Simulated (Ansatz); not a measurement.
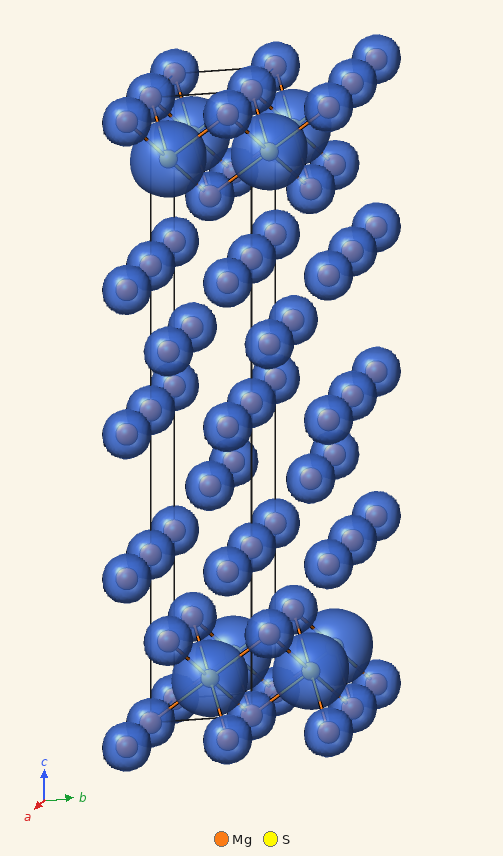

Figure. Mg4S. Isosurface of the valence pseudo-density at 0.3 e/Å³ (blue), seen slightly off an axis. Sticks mark near contacts.

Space group P-3m1; a generated structure, not necessarily the stable one; changed on purpose from its base cell (volume × 0.88, shape and atoms relaxed); computed pressure about 6 GPa in this cell.

Theory: DFT PBE, scalar-relativistic, plane waves, PAW (Ansatz).

What does this surface tell about the bonding?

At this value the density breaks into separate islands; it holds about 80 % of the electrons treated as valence (semicore included). It bridges none of the near contacts. It is pinched off along the shortest Mg–S (2.48 Å) contacts. On the grid the lowest density along these lines, outside the cores, is 0.22 e/Å³ (Mg–S, 2.48 Å).

Does the calculation give a band gap?

It is metallic or semimetallic at this level of theory: no gap opens.
